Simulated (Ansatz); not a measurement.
**Run report: C, single-point calculation**

The run: single-point calculation of C (C2/m, 10 atoms in the cell). Method and program: DFT PBEsol+D3(BJ), scalar-relativistic, plane waves, PAW, PAW set soft_1, no spin polarisation (Ansatz 0.2.0).

The structure derives from an entry of the Crystallography Open Database. Figures and captions count atoms from 1; the log counts them from 0 in places.

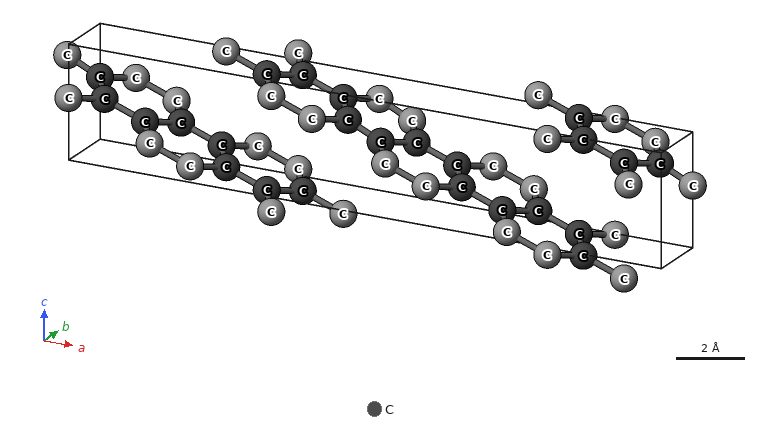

**Figure 1.** The structure as given in the input (ball-and-stick view of the cell 2 times as large as that of the calculation, set on its symmetry axes, seen slightly off an axis; neighbours outside the cell are drawn fainter). An atom can appear more than once, as a periodic image. Near neighbours in the periodic cell (some may lie outside the picture): C has 3 C at 1.19 to 1.42 Å.

Input file
```yaml
crystal:
  lattice:
    - [0.0, 1.4191802056, -3.2829684911]
    - [-2.4580922212, 0.0, 0.0]
    - [1.2290461106, 8.9951948092, 3.1837690787]
  atoms:
    - { symbol: C, position: [0.5627665045, 0.0446957715, 0.889391543] }
    - { symbol: C, position: [0.7665661209, 0.634191632, 0.068383264] }
    - { symbol: C, position: [0.9656162168, 0.2368176669, 0.2736353338] }
    - { symbol: C, position: [0.1646663127, 0.8394437018, 0.4788874035] }
    - { symbol: C, position: [0.3637164086, 0.4420697366, 0.6841394733] }
    - { symbol: C, position: [0.832483975, 0.1684344029, 0.1368688057] }
    - { symbol: C, position: [0.0315340709, 0.7710604377, 0.3421208755] }
    - { symbol: C, position: [0.2305841668, 0.3736864726, 0.5473729452] }
    - { symbol: C, position: [0.4296342627, 0.9763125075, 0.752625015] }
    - { symbol: C, position: [0.6286843586, 0.5789385424, 0.9578770847] }
basis:
  ecutwfc: 520.0
kpoints:
  mp_grid: { grid: [8, 11, 3] }
hamiltonian:
  xc: pbesol
  pseudopotentials: { kind: paw, azcp: { folder: soft_1 } }
  dispersion: d3bj
scf:
  occupations: { method: gaussian, width: 0.05 }
output:
  forces: true
  stress: true
  eigenvalues: true
  write_density: true
  write_potential: true
  elf: true
  volumetric_format: npy
```

Hardware: 2 threads of Arm Neoverse N1, 98 GiB of memory available, shared host.

Launched with:
```bash
ansatz run input.yaml --threads 2 --pin off --max-ram 4096MiB --backend cpu --events-out ev --progress --plain --runs-dir out
```

Output
```
Warning: [file] the record states the generating functional pbe (its physics header spells it `PBE`), which answers neither for hamiltonian.xc's functional nor for the pbesol family's — results may be inconsistent (PPs are generated against a specific XC)
Warning: crystal.symmetry: narrowed to the stabiliser of the k-point mesh — unitary ops 4 → 2; excluded 2 operations that carry a point of the 8×11×3 mesh (shift [0, 0, 0]) off the mesh (the run samples exactly the mesh kpoints.mp_grid names, as under crystal.symmetry.detect: false, and its converged state has the mesh's symmetry, not the crystal's; ε∞, the Born charges and the force constants of a linear response (`dielectric:` by the response, `phonons.method: dfpt`) are averaged over those of the crystal's operations that the state keeps within a tolerance, where `mesh_tensors`, `unaveraged_element` or `gamma_mean_max_change_ev_ang2` stands beside them; a row that `dielectric.field_direction` solves alone is averaged likewise, with nothing beside; a Γ-centred mesh of equal divisions is mapped onto itself by every operation and keeps the whole group, as does a half-shifted one under kpoints.further_shifts: images)
Engine: ansatz 0.2.0, aarch64-unknown-linux-gnu
Pseudopotentials: kind: paw
Pseudopotential: C, paw, valence charge 4, recommended cutoff 420 eV (normal), [file]
Functional definition: PBEsol
  exchange = pbesol_x
  correlation = pbesol_c
Crystal: 10 atoms, lattice volume = 83.696 Å³
Basis set: ecut = 520 eV, 2249 PW (Γ), exchange–correlation on 54×40×144 points (8 copies of the dense FFT grid, shifted against one another)
Bands: 30, of which v1, the nominal top of the filled ones, is band 20 counted from 1 (19 counted from 0)
Symmetry: 2 space group operations
k-points: 133 of 264
Non-local potential: C, projectors of the file, l = 0: 2, l = 1: 2, l = 2: 1
PAW form: soft (Blöchl's): semilocal exchange-correlation on the pseudo side does not see the compensation charge
PAW frozen core: C, regenerated for the run's functional, and the local potential with it (the file was generated under x = pbe(κ = 0.804, μ = 0.2195149727645171), c = pbe(β = 0.06672455060314922))
PAW one-centre angular grid: C, 110 points (default); XC on 64 Gauss nodes
Initial density: superposition of atomic densities (chi_scale 0.1, normalization cell)
Initial wavefunctions: pseudopotential atomic-orbital guess
Functional: x = pbesol(κ = 0.804, μ = 0.12345679012345678), c = pbesol(β = 0.046)
SCF iter   1: F=—  HF=-2472.715338 eV  |F-HF|=—  |Δ(HF+E_count)|=         —  Δρ=1.42e-1  dr2=1.46e1  ethr=3.10e-3  ⟨swp⟩=6.4  Hψ=19451  notcnv=0  defer=67
preconditioner: auto → none  [insulator: Δε(μ)=0.662 eV  Ē_g=16.636 eV  σ=0.050 eV  W_gap=1.00  n_scr=16 (ndim 8)  ℏωp=25.7 eV  f_vac=0.000  D(μ)=0.00/eV (n_scr^D=0)  ε∞_Penn≈3.4]
SCF iter   2: F=—  HF=-2467.007053 eV  |F-HF|=—  |Δ(HF+E_count)|=    5.71e0  Δρ=5.31e-2  dr2=1.66e0  ethr=3.10e-3  ⟨swp⟩=3.0  Hψ=9083  notcnv=0  defer=625
SCF iter   3: F=—  HF=-2466.424409 eV  |F-HF|=—  |Δ(HF+E_count)|=   5.83e-1  Δρ=6.89e-3  dr2=1.31e-2  ethr=3.10e-3  ⟨swp⟩=2.2  Hψ=8136  notcnv=0  defer=618
SCF iter   4: F=—  HF=-2466.426390 eV  |F-HF|=—  |Δ(HF+E_count)|=   1.98e-3  Δρ=7.92e-4  dr2=1.66e-3  ethr=3.28e-5  ⟨swp⟩=2.2  Hψ=6680  notcnv=0  defer=620
SCF iter   5: F=—  HF=-2466.426032 eV  |F-HF|=—  |Δ(HF+E_count)|=   3.58e-4  Δρ=1.81e-4  dr2=3.59e-5  ethr=4.16e-6  ⟨swp⟩=2.4  Hψ=5256  notcnv=0  defer=620
SCF iter   6: F=—  HF=-2466.426017 eV  |F-HF|=—  |Δ(HF+E_count)|=   1.52e-5  Δρ=5.89e-5  dr2=1.04e-6  ethr=8.98e-8  ⟨swp⟩=2.0  Hψ=6394  notcnv=0  defer=620
SCF iter   7: F=-2466.426018 eV  HF=-2466.426018 eV  |F-HF|=2.82e-8  |Δ(HF+E_count)|=   6.38e-7  Δρ=7.47e-6  dr2=5.22e-8  ethr=2.50e-10  ⟨swp⟩=19.3  Hψ=36332  notcnv=0
SCF 1 converged in 7 iterations: F = -2466.426018 eV  dr2 = 5.22e-8
  greatest PAW one-centre occupation: 0.716 electrons in one spin orbital (limit 2), on the C atom at site 9 (counted from 0), in its partial waves of l = 0
```

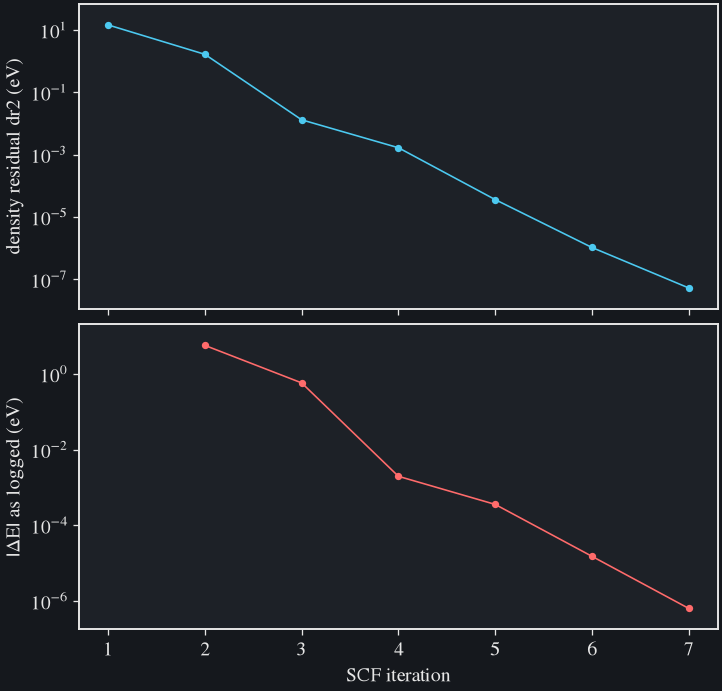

**Figure 2.** Convergence of the self-consistent field: density residual dr2 and size of the energy change against the SCF iteration. The residual falls at every step.

```
SCF converged after 7 iterations
Free energy (F): -2466.426018 eV
Harris-Foulkes:  -2466.426018 eV  (|F-HF|=2.82e-8)
Internal energy: -2466.426018 eV  (E = F + TS)
E sigma→0 (E₀):  -2466.426018 eV
Fermi energy:    7.542244 eV
--- Per-component energies (eV) ---
  E_band       = -70.171193
  E_kinetic    = 897.215775
  E_local      = -1442.362232  (includes V_loc(G=0)·N_el)
  E_nonlocal   = 239.209017
  E_hartree    = 448.603826
  E_xc         = -468.849452
  E_vxc        = -579.812898  (∫ρ·V_xc dr)
  E_paw        = -963.867926  (= ΣΔE_a)
  E_vpaw       = -81.627362  (= ΣTr[D̂ρ^β])
  E_aug_tail   = -0.000001  (compensation charges beyond the density's cutoff)
  E_ewald      = -1175.481210
  E_disp       = -1.104821  (pairwise vdW)
  E_core_change = 0.211005  (= ΣΔE_core)
  E_smearing   = -0.000000  (= −TS)
  E_closure    = 0.000000  (closes the sum)
  Σ components = -2466.426018   (vs F -2466.426018, Δ=0.00e0)
--- Forces (eV/Å), atoms counted from 1 ---
  atom   1  C     -0.00797647    -1.97340828     0.27406463
  atom   2  C     -0.00790356    15.49346906    -0.49969825
  atom   3  C     -0.00695142    -0.34586753    -0.09402382
  atom   4  C     -0.00679096    -0.16887121     0.01153072
  atom   5  C     -0.00691368    -0.24305039    -0.00819417
  atom   6  C      0.00797647     1.97340828    -0.27406463
  atom   7  C      0.00691368     0.24305039     0.00819417
  atom   8  C      0.00679096     0.16887121    -0.01153072
  atom   9  C      0.00695142     0.34586753     0.09402382
  atom  10  C      0.00790356   -15.49346906     0.49969825
  max |Σ_I F_I| component: 1.11e-16 eV/Å
--- Stress (GPa, compression-positive) ---
        3.325524       0.072020       0.008360
        0.072020      42.719954      -3.241808
        0.008360      -3.241809       0.416447
  P = ⅓ Tr σ = 15.4873 GPa (154.873 kbar)
--- Band table (eV; the first three rows and the last of 133) ---
  k-point 0: bands = ["-12.7486", "-11.5930", "-11.1261", "-8.5984", "-8.0905", "-4.0811", "-3.4848", "0.5260", "0.6408", "1.1129", "1.3468", "1.3868", "1.7194", "1.7446", "2.7983", "3.2427", "3.6980", "4.0014", "4.4709", "4.8584", "9.9331", "10.3891", "11.6445", "13.7703", "13.8013", "14.5146", "14.9112", "15.5670", "15.7044", "15.7113"]
  k-point 1: bands = ["-12.7128", "-11.8645", "-10.5953", "-9.5144", "-6.9769", "-5.4333", "-2.0625", "-0.2325", "0.5417", "0.5969", "1.2096", "1.5601", "2.0835", "2.2777", "2.8104", "3.0263", "3.8027", "4.0316", "4.6357", "4.8040", "8.7633", "11.8694", "12.0696", "12.6511", "14.1997", "14.4615", "14.9879", "15.1652", "15.7383", "15.9662"]
  k-point 2: bands = ["-12.6010", "-11.4586", "-10.9622", "-8.5127", "-7.8990", "-4.0698", "-3.3143", "-0.0100", "0.6880", "0.7262", "0.9427", "1.5467", "1.6168", "1.8815", "2.3055", "2.8062", "3.8093", "3.9902", "4.2856", "4.3676", "9.8244", "10.4826", "11.8206", "13.7835", "14.1493", "15.2452", "15.4311", "15.7463", "15.8201", "16.2355"]
  k-point 132: bands = ["-8.9910", "-8.0378", "-7.4644", "-6.8644", "-6.5127", "-5.8714", "-5.4683", "-3.7994", "-3.5828", "-3.0106", "-2.2725", "-0.2938", "0.3923", "0.4688", "1.1234", "2.6496", "3.4474", "4.2696", "4.7824", "4.9388", "8.6642", "9.0800", "10.1660", "10.7380", "11.8216", "15.2927", "15.8508", "16.5848", "17.6253", "18.6706"]
```

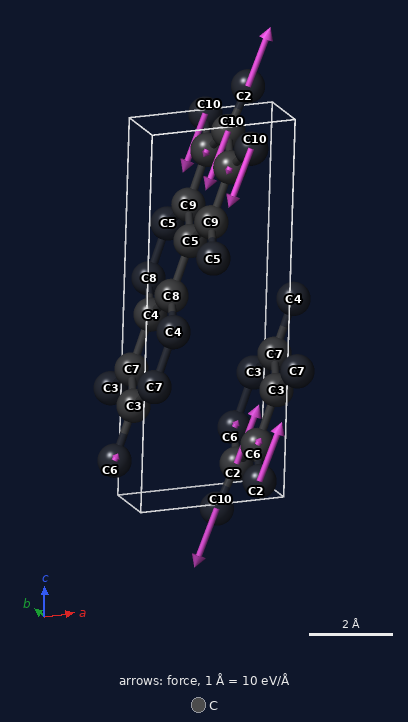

**Figure 3.** Forces on the atoms as pink arrows (ball-and-stick view of the cell of the calculation, seen slightly off an axis; neighbours outside the cell are drawn fainter; atoms are numbered from 1 in the order of the input); the smallest are left out. The largest act on C2, C10 (15.50 eV/Å). The geometry is not a stationary point of this energy.

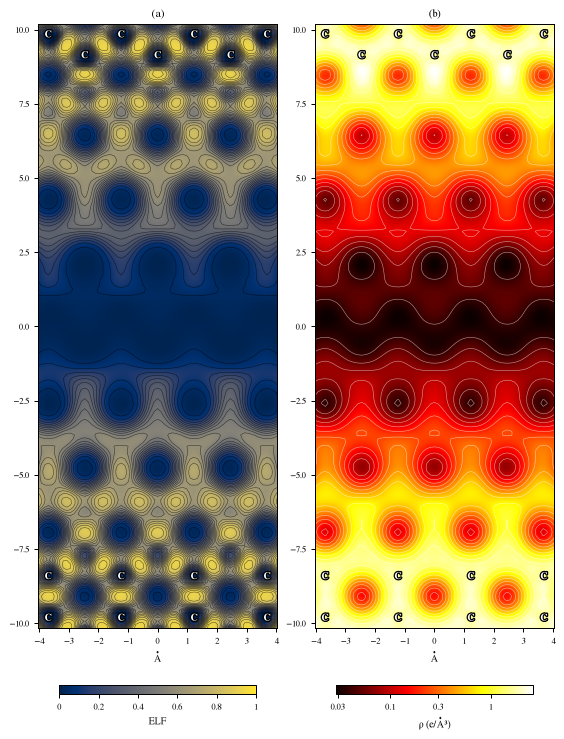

**Figure 4.** (a) electron localisation function; (b) valence electron density on the (101) plane of the conventional cell. Away from the nuclei the density in this plane falls to 0.03 e/Å³ at its lowest. Core electrons are frozen (PAW), so the fields are smoothed inside the atomic spheres.

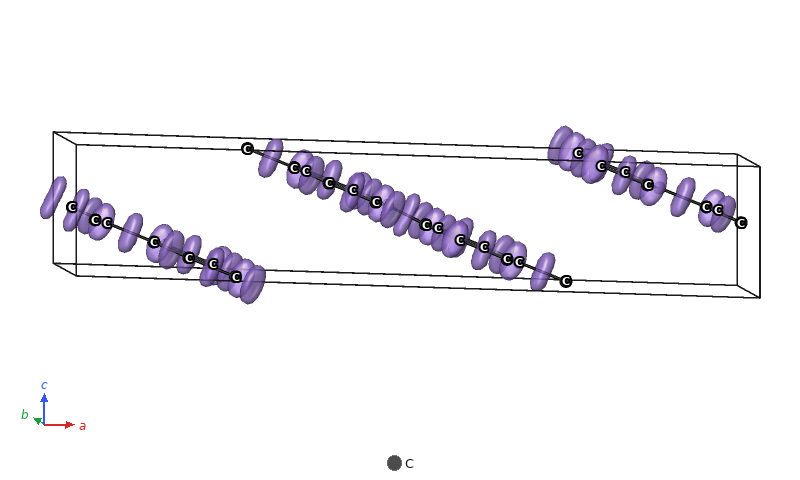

**Figure 5.** Isosurface of the electron localisation function at 0.85 (purple), seen slightly off an axis. Only the valence region is drawn (cores and ρ < 0.01 e/Å³ removed). Sticks mark near contacts. The outline is the cell set on symmetry axes. Profiles from the grid: C–C (1.19 Å): the ELF peaks at about 0.95 between the atoms (inside overlapping PAW spheres, so only a guide); a multiple bond by its length, whose ELF region spreads away from the axis.

Results in brief

```json
{"quantity": "outcome", "value": "converged"}
{"quantity": "space group (tolerance 0.01 Å)", "value": "C2/m (12)"}
{"quantity": "electrons treated", "value": "40"}
{"quantity": "free energy", "value": "−2466.4260 eV"}
{"quantity": "Fermi energy", "value": "7.542 eV"}
{"quantity": "gap on the k-point mesh", "value": "0.45 eV"}
{"quantity": "pressure", "value": "15.49 GPa"}
{"quantity": "largest force (length of the vector)", "value": "15.502 eV/Å"}
{"quantity": "wall time", "value": "38 s (CPU time 76 s)"}
{"quantity": "peak memory", "value": "0.56 GiB"}
```

Remarks

The program warns: the PAW datasets were made with another functional; the k-point mesh lowers the symmetry that the run can use.
